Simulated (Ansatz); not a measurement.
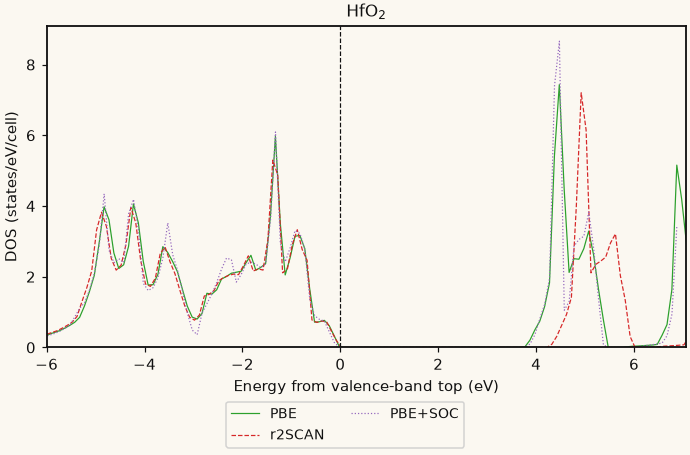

Total densities of states of HfO2, space group Fm-3m (No. 225), 3 atoms in the cell, by three methods on the same cell. Each is counted from its own valence-band top.

### How do the methods compare?

PBE gives a gap of 3.75 eV, r2SCAN gives a gap of 4.24 eV and PBE+SOC gives a gap of 3.75 eV.

Settings. PBE: DFT PBE, scalar-relativistic, plane waves, PAW, no spin polarisation, 8×8×8 k mesh, 420 eV cutoff, Gaussian smearing of 0.02 eV (Ansatz 0.2.0). r2SCAN: DFT r2SCAN, scalar-relativistic, plane waves, PAW, no spin polarisation, 8×8×8 k mesh, 500 eV cutoff, Gaussian smearing of 0.02 eV (Ansatz 0.2.0). PBE+SOC: DFT PBE, spin-orbit coupling, plane waves, PAW, 8×8×8 k mesh, 420 eV cutoff, Gaussian smearing of 0.02 eV (Ansatz).
